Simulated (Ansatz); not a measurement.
## In15GaP16 (charge +1): geometry relaxation (part 2 of 3)

The same run, continued: In15GaP16 (defect cell, 32 atoms in the cell, total charge +1); DFT PBE, scalar-relativistic, plane waves, PAW, spin-polarised (Ansatz 0.2.0); cutoff 420 eV, 4×4×4 k-mesh, Gaussian smearing of 0.02 eV, collinear spins. The structure derives from a Materials Project entry. It belongs to a series of runs on one base structure; here: Ga on a In site (a), charge +1, atoms relaxed at the host's cell.

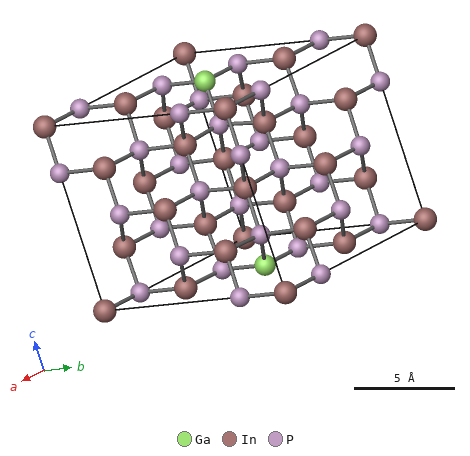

Figure 1. The geometry at step 2 of the log (ball-and-stick view of the cell of the calculation, seen at an oblique angle).

### Output, continued
```
Per-site moments (μB) at R_I (Å): [(-7.476461939986577e-8, 1.0047858164711128), (-1.0904169882332911e-7, 1.0662371893744529), (-1.3894015805961208e-7, 1.0690685175373513), (-1.0904169897388507e-7, 1.066237189374453), (-1.0904169897908154e-7, 1.0662371893744527), (-1.0904169897669471e-7, 1.0662371893744529), (-1.0904169882913944e-7, 1.0662371893744524), (-1.389401579629912e-7, 1.0690685175373515), (-1.090416986408613e-7, 1.0662371893744529), (-1.0904169902916207e-7, 1.066237189374452), (-1.389401581705387e-7, 1.0690685175373513), (-1.0904169887284586e-7, 1.066237189374453), (-1.0904169874269483e-7, 1.0662371893744529), (-1.0904169861039479e-7, 1.066237189374452), (-1.0904169894920849e-7, 1.0662371893744527), (-1.0904169888276888e-7, 1.0662371893744527), (6.628740875689204e-7, 1.0047858164711128), (2.2496805643414848e-6, 1.0662371893744529), (2.2496805646053038e-6, 1.066237189374452), (6.628740874485248e-7, 1.0047858164711128), (2.2496805642755314e-6, 1.0662371893744527), (6.62874087682713e-7, 1.0047858164711132), (2.2496805643852272e-6, 1.0662371893744524), (2.2496805646054905e-6, 1.066237189374453), (2.249680564584708e-6, 1.0662371893744529), (2.2496805643593406e-6, 1.0662371893744529), (2.249680564471479e-6, 1.0662371893744524), (2.249680564407085e-6, 1.066237189374453), (6.628740874999885e-7, 1.0047858164711128), (2.2496805645479533e-6, 1.066237189374453), (2.24968056436782e-6, 1.066237189374452), (2.2496805644702007e-6, 1.0662371893744529)]
Free energy (F): -99855.589161 eV
Harris-Foulkes:  -99855.589161 eV  (|F-HF|=3.45e-8)
Internal energy: -99855.586733 eV  (E = F + TS)
E sigma→0 (E₀):  -99855.587947 eV
Entropy (-TS):   -0.002428 eV (-0.076 meV/atom)
Fermi energy:    5.953178 eV
--- Per-component energies (eV) ---
  E_band       = -1028.534889
  E_kinetic    = 4847.459518
  E_local      = -23817.226519  (includes V_loc(G=0)·N_el)
  E_nonlocal   = 6474.333317
  E_hartree    = 9527.896258
  E_xc         = -4256.773364
  E_vxc        = -2486.597923  (∫ρ·V_xc dr)
  E_paw        = -73434.296741  (= ΣΔE_a)
  E_vpaw       = -5102.291124  (= ΣTr[D̂ρ^β])
  E_aug_tail   = 0.000312  (compensation charges beyond the density's cutoff)
  E_ewald      = -19196.979515
  E_smearing   = -0.002428  (= −TS)
  E_closure    = 0.000000  (closes the sum)
  E_deformation_potential = 12.291457  (in the stress; not in F)
  Σ components = -99855.589161   (vs F -99855.589161, Δ=0.00e0)
--- Forces (eV/Å), atoms counted from 1 ---
  atom   1  Ga    -0.00000000    -0.00000000     0.00000000
  atom   2  In     0.01001165    -0.00508162     0.00508162
  atom   3  In    -0.00000000     0.00000000    -0.00000000
  atom   4  In    -0.00508162     0.00508162     0.01001165
  atom   5  In     0.01001165     0.00508162    -0.00508162
  atom   6  In    -0.00508162     0.01001165     0.00508162
  atom   7  In     0.00508162     0.00508162    -0.01001165
  atom   8  In    -0.00000000     0.00000000    -0.00000000
  atom   9  In     0.00508162    -0.01001165     0.00508162
  atom  10  In    -0.01001165    -0.00508162    -0.00508162
  atom  11  In    -0.00000000     0.00000000     0.00000000
  atom  12  In     0.00508162    -0.00508162     0.01001165
  atom  13  In    -0.01001165     0.00508162     0.00508162
  atom  14  In    -0.00508162    -0.01001165    -0.00508162
  atom  15  In    -0.00508162    -0.00508162    -0.01001165
  atom  16  In     0.00508162     0.01001165    -0.00508162
  atom  17  P     -0.00283901     0.00283901     0.00283901
  atom  18  P      0.00250996     0.01876670     0.00250996
  atom  19  P      0.01876670    -0.00250996    -0.00250996
  atom  20  P      0.00283901    -0.00283901     0.00283901
  atom  21  P      0.00250996     0.00250996     0.01876670
  atom  22  P      0.00283901     0.00283901    -0.00283901
  atom  23  P     -0.01876670     0.00250996    -0.00250996
  atom  24  P      0.00250996    -0.00250996    -0.01876670
  atom  25  P     -0.01876670    -0.00250996     0.00250996
  atom  26  P      0.01876670     0.00250996     0.00250996
  atom  27  P      0.00250996    -0.01876670    -0.00250996
  atom  28  P     -0.00250996     0.00250996    -0.01876670
  atom  29  P     -0.00283901    -0.00283901    -0.00283901
  atom  30  P     -0.00250996    -0.00250996     0.01876670
  atom  31  P     -0.00250996     0.01876670    -0.00250996
  atom  32  P     -0.00250996    -0.01876670     0.00250996
  max |Σ_I F_I| component: 1.39e-17 eV/Å
--- Charged-cell corrections in eV (Makov–Payne, q = +1.000 e, ε = 15.079) ---
  F (periodic)     = -99855.589161  (uncorrected; the corrections below are reported, never added to it)
  E_corr1          = +0.145776  (monopole, q²α_M/2εL)
  F Makov-Payne    = -99855.443385  (F + E_corr1; no measured alignment; for a localised charge, not one spread in a band: unchecked)
  no potential alignment in this run, which stands beside a crystal: run the host's input off ansatz write-host-input, and read the two finished runs by ansatz place-levels (neither reads a slab, a wire or a sheet, whose cell leaves a vacuum)
--- Band table (eV; the first three rows and the last of 12) ---
  k-point 0 ↑: bands = ["-8.2333", "-8.2333", "-8.2333", "-8.1553", "-8.1553", "-7.9799", "-7.9794", "-7.9794", "-7.9536", "-7.9536", "-7.9465", "-7.9457", "-7.9454", "-7.9454", "-7.9216", "-7.9216", "-7.9213", "-7.8867", "-7.8838", "-7.8838", "-7.8492", "-7.8343", "-7.8343", "-7.8183", "-7.8174", "-7.8174", "-7.8103", "-7.8103", "-7.8095", "-7.8057", "-7.8046", "-7.8009", "-7.8009", "-7.8001", "-7.8001", "-7.7953", "-7.7949", "-7.7949", "-7.7913", "-7.7913",
      "-7.7906", "-7.7857", "-7.7827", "-7.7827", "-7.7791", "-7.7752", "-7.7752", "-7.7641", "-7.7641", "-7.7609", "-7.7518", "-7.7492", "-7.7492", "-7.7319", "-7.7310", "-7.7310", "-7.7294", "-7.7271", "-7.7264", "-7.7264", "-7.7189", "-7.7189", "-7.7178", "-7.7178", "-7.7163", "-7.7144", "-7.7144", "-7.7111", "-7.7103", "-7.7093", "-7.7093", "-7.7091", "-7.7088", "-7.7088", "-7.7005", "-7.7005", "-7.7000", "-7.6986", "-7.6986", "-7.6869",
      "-4.7921", "-4.0928", "-3.9808", "-3.9808", "-3.5046", "-3.4188", "-3.4188", "-3.3837", "-3.3758", "-3.3758", "-3.1292", "-3.0621", "-3.0621", "-2.9322", "-2.9278", "-2.9278", "0.5856", "0.9550", "0.9550", "0.9674", "1.0545", "1.0545", "1.3091", "1.3988", "1.3988", "1.4528", "1.4528", "1.4938", "2.2533", "2.2959", "2.2959", "3.3541", "3.3760", "3.3760", "3.7462", "3.7538", "3.7538", "3.8297", "3.8297", "3.8625",
      "3.9071", "3.9071", "3.9180", "4.2233", "4.2233", "4.2589", "4.5429", "4.6531", "4.6746", "4.6746", "4.8134", "4.8134", "4.8391", "4.9009", "4.9069", "4.9069", "4.9295", "4.9295", "4.9544", "5.6381", "5.6381", "5.6994", "6.0436", "6.0436", "7.6541", "8.3742", "8.3742", "8.3775", "8.5378", "8.5623", "8.5623", "8.9280", "8.9280", "8.9365", "9.1003", "9.1003", "9.1347", "9.2218", "9.2500", "9.2500",
      "9.3041", "9.3041", "9.3093", "10.3454", "10.3954", "10.3954", "10.4456", "10.4530", "10.4924", "10.4924", "10.5830", "10.5830", "10.9618", "10.9663", "10.9663", "11.0349"]
  k-point 1 ↑: bands = ["-8.2333", "-8.2333", "-8.2333", "-8.1553", "-8.1553", "-7.9705", "-7.9670", "-7.9669", "-7.9630", "-7.9603", "-7.9601", "-7.9564", "-7.9502", "-7.9488", "-7.9218", "-7.9203", "-7.9137", "-7.8899", "-7.8835", "-7.8736", "-7.8620", "-7.8302", "-7.8259", "-7.8258", "-7.8231", "-7.8187", "-7.8137", "-7.8127", "-7.8078", "-7.8022", "-7.8008", "-7.7990", "-7.7974", "-7.7971", "-7.7942", "-7.7930", "-7.7916", "-7.7895", "-7.7894", "-7.7869",
      "-7.7857", "-7.7855", "-7.7849", "-7.7838", "-7.7817", "-7.7784", "-7.7748", "-7.7723", "-7.7718", "-7.7697", "-7.7443", "-7.7418", "-7.7409", "-7.7398", "-7.7388", "-7.7354", "-7.7314", "-7.7312", "-7.7292", "-7.7281", "-7.7204", "-7.7194", "-7.7193", "-7.7167", "-7.7156", "-7.7133", "-7.7115", "-7.7115", "-7.7100", "-7.7087", "-7.7078", "-7.7070", "-7.7060", "-7.7042", "-7.7033", "-7.7009", "-7.6974", "-7.6974", "-7.6931", "-7.6927",
      "-4.5313", "-4.4407", "-4.1329", "-4.0727", "-3.5182", "-3.4599", "-3.2342", "-3.2174", "-3.1907", "-3.1635", "-3.1504", "-3.1392", "-3.1055", "-3.1017", "-2.9282", "-2.9059", "0.5718", "0.9453", "0.9866", "0.9876", "1.0145", "1.0472", "1.1605", "1.2457", "1.2764", "1.3073", "1.4226", "1.4552", "2.3136", "2.3290", "3.3032", "3.3113", "3.4060", "3.4144", "3.6519", "3.6781", "3.7261", "3.7307", "3.7623", "3.7766",
      "3.8040", "3.8241", "4.2379", "4.2941", "4.3857", "4.4137", "4.4188", "4.4642", "4.4643", "4.5374", "4.6986", "4.7095", "4.7315", "4.7336", "4.8117", "4.8833", "5.3681", "5.4125", "5.4568", "5.4874", "5.4999", "5.5023", "5.8842", "5.9450", "8.0215", "8.0760", "8.0890", "8.1364", "8.5892", "8.7407", "8.7539", "8.7876", "8.8296", "8.8337", "8.8518", "8.9017", "9.0052", "9.0201", "9.0327", "9.0440",
      "9.8766", "9.9052", "9.9432", "9.9518", "10.3701", "10.4278", "10.4412", "10.5525", "10.5955", "10.6034", "10.6203", "10.6832", "10.7019", "10.7202", "10.7616", "10.7694"]
  k-point 2 ↑: bands = ["-8.2333", "-8.2333", "-8.2333", "-8.1553", "-8.1553", "-7.9860", "-7.9860", "-7.9847", "-7.9485", "-7.9447", "-7.9447", "-7.9418", "-7.9340", "-7.9324", "-7.9324", "-7.9276", "-7.9250", "-7.8884", "-7.8843", "-7.8843", "-7.8446", "-7.8362", "-7.8362", "-7.8131", "-7.8131", "-7.8118", "-7.8106", "-7.8081", "-7.8069", "-7.8066", "-7.8066", "-7.8033", "-7.8025", "-7.8025", "-7.8020", "-7.8008", "-7.8002", "-7.8002", "-7.7978", "-7.7919",
      "-7.7919", "-7.7905", "-7.7876", "-7.7827", "-7.7727", "-7.7727", "-7.7708", "-7.7585", "-7.7585", "-7.7573", "-7.7564", "-7.7538", "-7.7508", "-7.7307", "-7.7286", "-7.7272", "-7.7267", "-7.7245", "-7.7245", "-7.7190", "-7.7181", "-7.7180", "-7.7180", "-7.7177", "-7.7173", "-7.7173", "-7.7155", "-7.7149", "-7.7116", "-7.7116", "-7.7107", "-7.7089", "-7.7073", "-7.7073", "-7.7066", "-7.7045", "-7.7045", "-7.6971", "-7.6964", "-7.6843",
      "-4.8977", "-3.8842", "-3.7337", "-3.7337", "-3.7191", "-3.5312", "-3.4863", "-3.4863", "-3.4650", "-3.2766", "-3.2250", "-3.2250", "-3.2051", "-2.9553", "-2.8040", "-2.8040", "0.5242", "0.7746", "0.9095", "1.1279", "1.2953", "1.2953", "1.3429", "1.4285", "1.4542", "1.4797", "1.4797", "1.9309", "2.0073", "2.0073", "2.0651", "3.3201", "3.3534", "3.3534", "3.3960", "3.8047", "3.8340", "3.8340", "3.9191", "3.9529",
      "3.9969", "3.9969", "4.0130", "4.0168", "4.0168", "4.0200", "4.0267", "4.1544", "4.1544", "4.8589", "4.9403", "4.9403", "4.9712", "5.2433", "5.2433", "5.2648", "5.3152", "5.3545", "5.3906", "5.3961", "5.3961", "5.5040", "6.0774", "6.0774", "7.3358", "8.1326", "8.3472", "8.3472", "8.5520", "8.6611", "8.7181", "8.8433", "8.8875", "8.9613", "8.9613", "9.1142", "9.1240", "9.1240", "9.1568", "9.2336",
      "9.2697", "9.2697", "9.2837", "10.1344", "10.4895", "10.4895", "10.6323", "10.6323", "10.6889", "10.7500", "10.8901", "10.9576", "10.9576", "11.0033", "11.1100", "11.1292"]
  k-point 5 ↓: bands = ["-8.2332", "-8.2332", "-8.2332", "-8.1552", "-8.1552", "-7.9721", "-7.9721", "-7.9676", "-7.9594", "-7.9578", "-7.9578", "-7.9483", "-7.9375", "-7.9330", "-7.9330", "-7.9249", "-7.9220", "-7.9081", "-7.8815", "-7.8815", "-7.8751", "-7.8188", "-7.8188", "-7.8150", "-7.8134", "-7.8134", "-7.8095", "-7.8079", "-7.8079", "-7.8074", "-7.8059", "-7.8051", "-7.8024", "-7.8007", "-7.8007", "-7.8006", "-7.7964", "-7.7964", "-7.7958", "-7.7925",
      "-7.7925", "-7.7896", "-7.7828", "-7.7828", "-7.7750", "-7.7750", "-7.7735", "-7.7683", "-7.7603", "-7.7578", "-7.7472", "-7.7416", "-7.7407", "-7.7398", "-7.7356", "-7.7356", "-7.7352", "-7.7297", "-7.7287", "-7.7287", "-7.7275", "-7.7248", "-7.7132", "-7.7118", "-7.7114", "-7.7114", "-7.7109", "-7.7094", "-7.7093", "-7.7060", "-7.7058", "-7.7058", "-7.7044", "-7.7028", "-7.7020", "-7.7020", "-7.7013", "-7.6990", "-7.6990", "-7.6943",
      "-4.4919", "-4.1817", "-4.0543", "-4.0543", "-4.0435", "-3.7168", "-3.4426", "-3.4160", "-3.4160", "-3.4085", "-2.8516", "-2.8282", "-2.8282", "-2.7884", "-2.7512", "-2.7512", "0.3942", "0.8786", "0.8809", "0.8833", "0.8833", "0.8970", "0.9219", "0.9493", "0.9536", "0.9536", "2.1074", "2.7043", "2.7477", "2.7477", "2.8174", "3.2511", "3.2878", "3.2878", "3.3333", "3.5513", "3.5863", "3.6271", "3.6271", "3.7523",
      "3.8803", "3.9472", "3.9472", "3.9909", "4.5645", "4.5645", "4.6924", "4.7668", "4.7668", "4.8170", "4.9741", "5.0120", "5.0120", "5.0463", "5.0506", "5.0619", "5.0619", "5.0934", "5.2739", "5.2739", "5.3391", "5.3665", "5.3665", "5.3741", "7.7796", "7.8845", "7.9018", "7.9018", "8.4554", "8.7923", "8.9278", "8.9380", "8.9909", "8.9909", "9.1042", "9.2911", "9.2911", "9.2912", "9.3015", "9.3438",
      "9.8408", "9.8408", "9.8750", "9.9492", "10.0709", "10.0721", "10.0721", "10.0725", "10.7149", "10.7243", "10.7243", "10.7716", "10.9112", "10.9559", "10.9805", "10.9805"]
```
